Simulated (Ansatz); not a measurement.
## Run report: HfC, geometry relaxation (part 2 of 2)

The same run, continued: HfC (2 atoms in the cell); DFT r2SCAN, scalar-relativistic, plane waves, PAW, no spin polarisation (Ansatz 0.2.0); cutoff 500 eV, 11×11×14 k-mesh, Gaussian smearing of 0.1 eV. The structure derives from an entry of the Crystallography Open Database. It belongs to a series of runs on one base structure; here: film's bulk on the substrate's plane, third vector and atoms relaxed.

Geometry of the input (Å; fractional positions):
```
3.1999  0.0000  0.0000
0.0000  3.1999  0.0000
1.6000  1.6000  2.3916
Hf 0.0000  0.0000  0.0000
C  0.5000  0.5000  0.0000
```

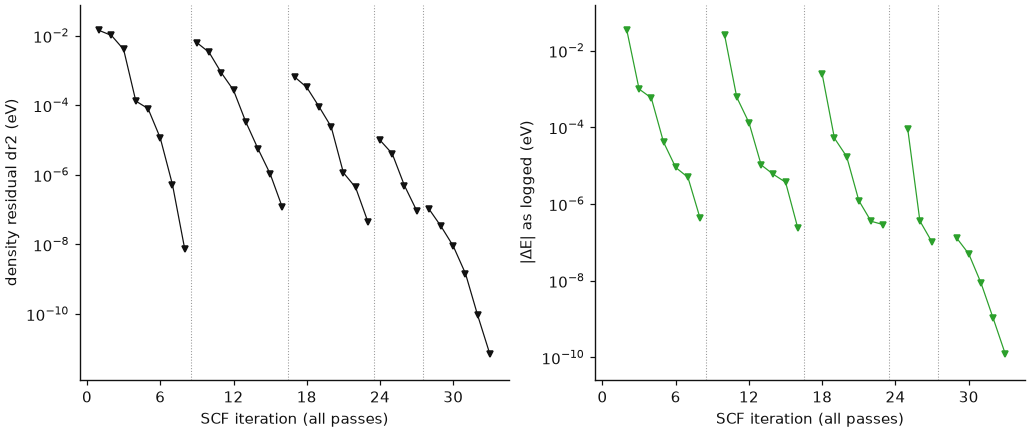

Convergence of the self-consistent field: density residual dr2 and size of the energy change against the SCF iteration. The dotted lines part the SCF passes of the relaxation: geometry steps, rejected trials and re-solves on a re-selected basis. The 5 passes take 4 to 8 iterations each, 33 in all.

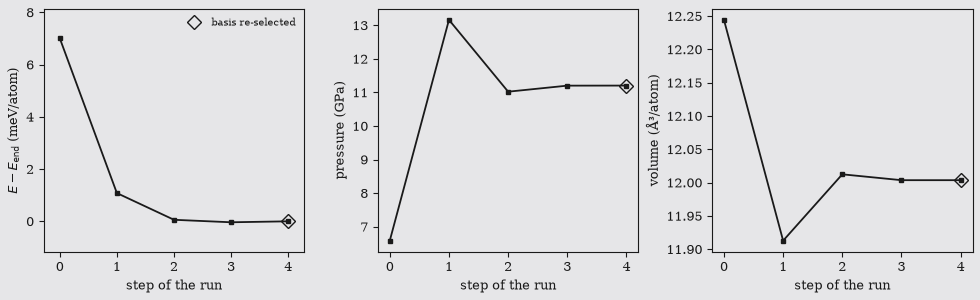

Progress of the relaxation, step by step (the first geometry is step 0 here and step 1 in the log).

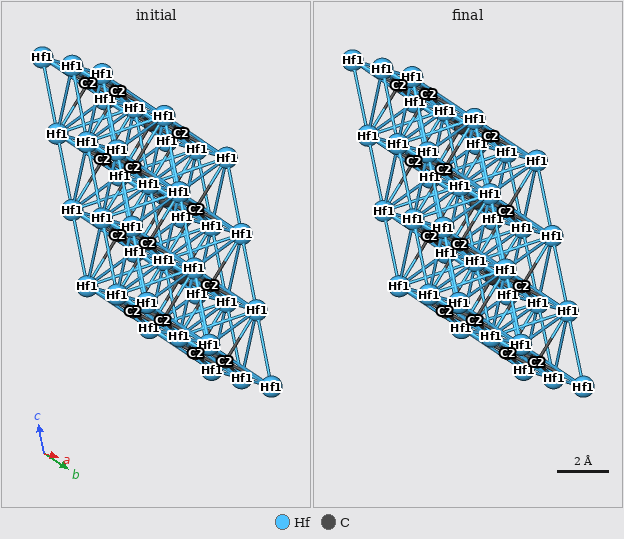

Before (left) and after (right) the relaxation, at one scale (ball-and-stick view of the reduced cell, repeated 2 × 2 × 3, seen slightly off an axis). After 3 geometry steps the energy has fallen by 7.0 meV per atom. All forces vanish by symmetry, so only the cell relaxes. The pressure goes from 6.59 to 11.21 GPa. No atom moves by more than 0.005 Å relative to the cell. The volume changes by −2.0 %, with a = b stay at 3.200 Å, c 3.292 → 3.259 Å (−1.0 %), α 119.1° → 119.4°, β 119.1° → 119.4°. Among the contacts that change: Hf1–C2 2.392 → 2.345 Å, Hf1–Hf1 3.292 → 3.257 Å. The space group stays I4/mmm (No. 139). A last SCF at the same geometry on a re-selected plane-wave basis shifts the energy by +0.0 meV per atom. (Atoms are counted from 1 in the order of the input.)

```
basis re-selected at this cell: Δ(F+E_penalty+E_count) = +7.253e-5 eV, ΔP = +0.002 GPa vs the last step (what re-selecting the basis moved, of the pressure what is left beyond the Pulay correction that the steps carried, after the strain that the cell walked since its last selection, with what the two solves' SCF thresholds leave and, on support functions, any second-order correction that the steps lacked; it is no measure of the basis error at this ecutwfc). The dense FFT grid was sized anew with the basis: this SCF ran on 24×24×24 points, the steps before it on 24×24×25, so part of this shift can come from that change (see relax.cell in the input reference). This SCF's stress stands 8.42e-3 GPa from its target on what of the cell is left free (relax.cell.stress_tol is 1.00e-1 GPa) and its largest allowed force component is 4.73e-30 eV/Å (relax.f_tol is 1.00e-2 eV/Å): within both
SCF converged after 6 iterations
Free energy (F): -15986.839772 eV
Harris-Foulkes:  -15986.839772 eV  (|F-HF|=5.46e-12)
Internal energy: -15986.838162 eV  (E = F + TS)
E sigma→0 (E₀):  -15986.838967 eV
Entropy (-TS):   -0.001610 eV (-0.805 meV/atom)
Fermi energy:    21.153459 eV
--- Per-component energies (eV) ---
  E_band       = 127.919883
  E_kinetic    = 515.940119
  E_local      = -4867.140085  (includes V_loc(G=0)·N_el)
  E_nonlocal   = -1220.961419
  E_hartree    = 2315.679649
  E_xc         = -333.029968
  E_vxc        = -361.489471  (∫ρ·V_xc dr)
  E_paw        = -7053.830127  (= ΣΔE_a)
  E_vpaw       = 1412.500182  (= ΣTr[D̂ρ^β])
  E_aug_tail   = 0.000003  (compensation charges beyond the density's cutoff)
  E_vtau       = 17.711385  (kinetic-family band-sum trace: ∫τ·v_τ [+ j·A + Jᵃ·Aᵃ] dr)
  E_ewald      = -5343.793082
  E_core_change = 0.296748  (= ΣΔE_core)
  E_smearing   = -0.001610  (= −TS)
  E_closure    = -0.000000  (closes the sum)
  Σ components = -15986.839772   (vs F -15986.839772, Δ=0.00e0)
--- Forces (eV/Å), atoms counted from 1 ---
  atom   1  Hf     0.00000000     0.00000000     0.00000000
  atom   2  C      0.00000000     0.00000000    -0.00000000
  max |Σ_I F_I| component: 1.58e-29 eV/Å
--- Stress (GPa, compression-positive) ---
       16.806671       0.026081      -0.000866
        0.026081      16.806671      -0.000866
       -0.000866      -0.000866       0.003619
  P = ⅓ Tr σ = 11.2057 GPa (112.057 kbar)
--- Band table (eV; the first three rows and the last of 468) ---
  k-point 0: bands = ["-41.6414", "-9.4443", "-9.4012", "-9.4009", "7.8026", "9.9268", "9.9446", "9.9447", "9.9480", "10.0447", "10.0499", "10.0499", "22.0434", "22.2559", "22.2561", "22.4237", "22.8547", "22.8548", "24.4134"]
  k-point 1: bands = ["-41.6381", "-9.4835", "-9.4136", "-9.4133", "7.9659", "9.9325", "9.9477", "9.9478", "9.9509", "10.0418", "10.0470", "10.0470", "20.7012", "21.7153", "21.7155", "22.1937", "23.6425", "23.6427", "25.0794"]
  k-point 2: bands = ["-41.6291", "-9.5903", "-9.4482", "-9.4479", "8.4037", "9.9542", "9.9563", "9.9565", "9.9592", "10.0337", "10.0389", "10.0389", "18.9399", "21.2123", "21.2125", "21.6212", "24.8483", "24.8485", "25.2964"]
  k-point 467: bands = ["-41.5670", "-10.1095", "-9.7275", "-9.7114", "9.7155", "9.9691", "9.9713", "9.9766", "10.0123", "10.0182", "10.0257", "10.0664", "18.4621", "19.0617", "20.6822", "21.1741", "26.9950", "28.2445", "28.6446"]
--- Relaxed structure (4 steps of the walk, 4 accepted, 1 SCFs on fresh bases) ---
  F+E_penalty+E_count = -15986.83977232 eV   max|allowed force component| = 4.733e-30 eV/Å   (the final SCF, on the basis selected at the relaxed cell)
  cell:  # Å, volume = 24.0074 Å³
    - [3.1999393686021205, -7.429788107908413e-8, 0.0006895632090099447]
    - [-7.429788107908413e-8, 3.1999393686021205, 0.0006895632090099447]
    - [1.600485014876171, 1.600485014876171, 2.345250053910286]
  atoms:
    - { symbol: Hf, position: [0.0, 0.0, 0.0] }
    - { symbol: C, position: [0.4999999999999999, 0.4999999999999999, -5.421010862427522e-20] }
```

Trajectory as extended XYZ (Å, eV, eV/Å), 5 frames, from step=1 to step=5
```
2
Lattice="3.1999 0.0000 0.0000 0.0000 3.1999 0.0000 1.6000 1.6000 2.3916" Properties=species:S:1:pos:R:3:forces:R:3 step=1 energy=-15986.82575 pressure_GPa=6.59
Hf    0.0000    0.0000    0.0000    0.0000   0.0000   0.0000
C     1.6000    1.6000    0.0000    0.0000   0.0000   0.0000
2
Lattice="3.1999 -0.0000 0.0028 -0.0000 3.1999 0.0028 1.6021 1.6021 2.3296" Properties=species:S:1:pos:R:3:forces:R:3 step=2 energy=-15986.83761 pressure_GPa=13.16
Hf    0.0000    0.0000    0.0000    0.0000   0.0000   0.0000
C     1.6000    1.6000    0.0028    0.0000   0.0000   0.0000
2
Lattice="3.1999 -0.0000 -0.0031 -0.0000 3.1999 -0.0031 1.5976 1.5976 2.3432" Properties=species:S:1:pos:R:3:forces:R:3 step=3 energy=-15986.83965 pressure_GPa=11.02
Hf    0.0000    0.0000    0.0000    0.0000   0.0000   0.0000
C     1.6000    1.6000   -0.0031    0.0000   0.0000   0.0000
2
Lattice="3.1999 0.0000 0.0007 0.0000 3.1999 0.0007 1.6005 1.6005 2.3453" Properties=species:S:1:pos:R:3:forces:R:3 step=4 energy=-15986.83985 pressure_GPa=11.20
Hf    0.0000    0.0000    0.0000    0.0000   0.0000   0.0000
C     1.6000    1.6000    0.0007    0.0000   0.0000   0.0000
2
Lattice="3.1999 0.0000 0.0007 0.0000 3.1999 0.0007 1.6005 1.6005 2.3453" Properties=species:S:1:pos:R:3:forces:R:3 step=5 energy=-15986.83977 pressure_GPa=11.21
Hf    0.0000    0.0000    0.0000    0.0000   0.0000   0.0000
C     1.6000    1.6000    0.0007    0.0000   0.0000   0.0000
```

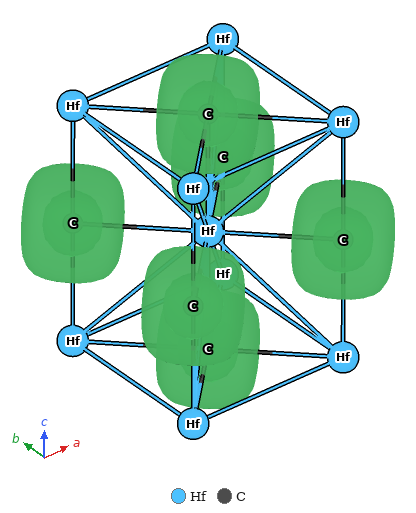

Isosurface of the ELF at 0.7 (green), seen at an oblique angle. Core shells and regions of very low density are left out. Sticks mark near contacts. The outline is the cell set on symmetry axes. Profiles from the grid: Hf–C (2.26 Å): the ELF is about 0.25 at the midpoint (a polar contact without a shared pair, in a metal). Hf–Hf (3.20 Å): the ELF is about 0.20 at the midpoint (no shared electron pair). In a PAW calculation such maps are meaningful between the atoms, not at the nuclei.

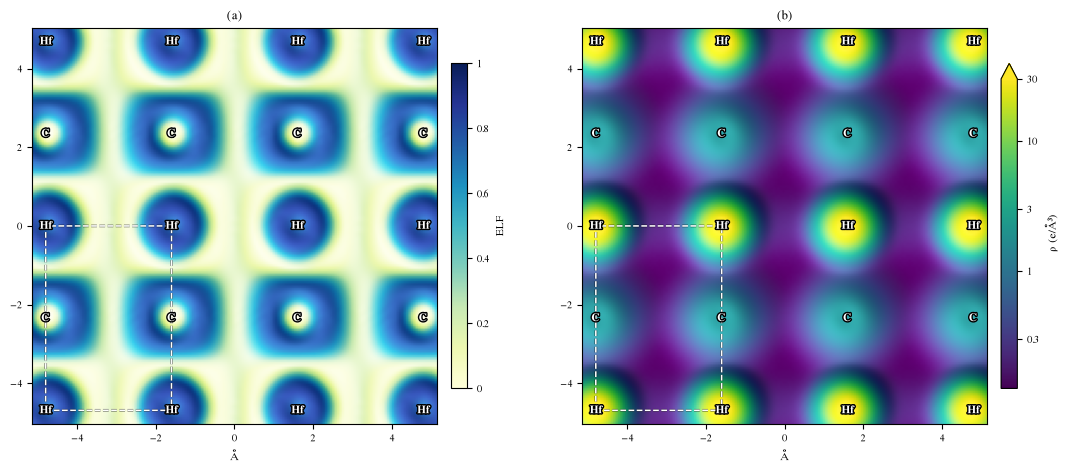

(a) electron localisation function; (b) valence charge density (pseudo) on the (100) plane of the conventional cell. Hf–Hf (3.20 Å): ρ is about 0.2 e/Å³ halfway; the ELF is about 0.20 at the midpoint (no localised pair between them). Hf–C (2.34 Å): ρ at the midpoint is about 0.47 e/Å³; the ELF is about 0.20 at the midpoint; a polar contact without a shared pair, in a metal. Away from the nuclei the density in this plane falls to 0.13 e/Å³ at its lowest. The strong features right at Hf lie inside the PAW spheres (semicore, d or f shells) and say nothing about bonding.

Results in brief

```tsv
quantity	value
outcome	converged
space group (tolerance 0.01 Å)	I4/mmm (139)
electrons treated	30
free energy	−15986.8398 eV
Fermi energy	21.153 eV
gap on the k-point mesh	none (metallic)
pressure	11.21 GPa
final volume	24.01 Å³
largest force (length of the vector) at the end	under 0.001 eV/Å
final cell	a = 3.200 Å, b = 3.200 Å, c = 3.259 Å, α = 60.58°, β = 60.58°, γ = 90.00°
hardware	2 threads of AMD EPYC (Zen 5), 32 GiB of memory available, shared host
wall time	21 s (CPU time 41 s)
peak memory	0.68 GiB
```

Warnings of the run: the k-point mesh lowers the symmetry that the run can use. Spin–orbit coupling is left out, which matters for Hf.
